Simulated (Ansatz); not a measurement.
SiC

```
CELL_PARAMETERS angstrom
4.35629 -2.17814 -2.17814
0.00000 -2.17814 2.17814
-10.52785 -7.80495 -7.80495
ATOMIC_POSITIONS crystal
Si 0.33507 0.50000 0.60420
Si 0.83507 0.00000 0.60420
Si 0.23785 0.00000 0.77087
Si 0.73785 0.50000 0.77087
Si 0.43229 0.00000 0.43753
Si 0.93229 0.50000 0.43753
Si 0.12672 0.50000 0.10420
Si 0.62672 0.00000 0.10420
Si 0.02950 0.00000 0.27087
Si 0.52950 0.50000 0.27087
Si 0.14064 0.50000 0.93753
Si 0.64064 0.00000 0.93753
C 0.48437 0.00000 0.56253
C 0.98437 0.50000 0.56253
C 0.38716 0.50000 0.72920
C 0.88716 0.00000 0.72920
C 0.08159 0.00000 0.39587
C 0.58159 0.50000 0.39587
C 0.27602 0.00000 0.06253
C 0.77602 0.50000 0.06253
C 0.17881 0.50000 0.22920
C 0.67881 0.00000 0.22920
C 0.28994 0.00000 0.89587
C 0.78994 0.50000 0.89587
```

Space group Cm; not relaxed (largest force 1.7 eV/Å).

These are results of Ansatz, DFT r2SCAN, scalar-relativistic, plane waves, PAW, not measurements.

**What can the converged valence pseudo-density and electron localisation function tell about the bonding?**

Si–C (1.89 Å): ρ is about 0.91 e/Å³ halfway; the ELF peaks at about 0.95 between the atoms; localised, covalent bonding.

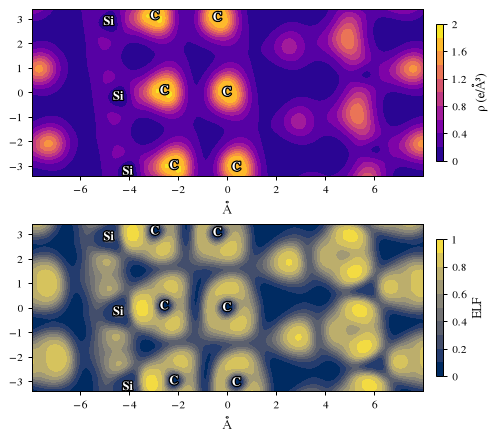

Computed valence pseudo-density and electron localisation function on the (11̄0) plane of the conventional cell, in this order. Atoms just off the plane (Si, 0.4 Å away and C, 0.5 Å away) can leave unmarked features too.

Core electrons are frozen (PAW), and the valence fields are smoothed inside the atomic spheres.
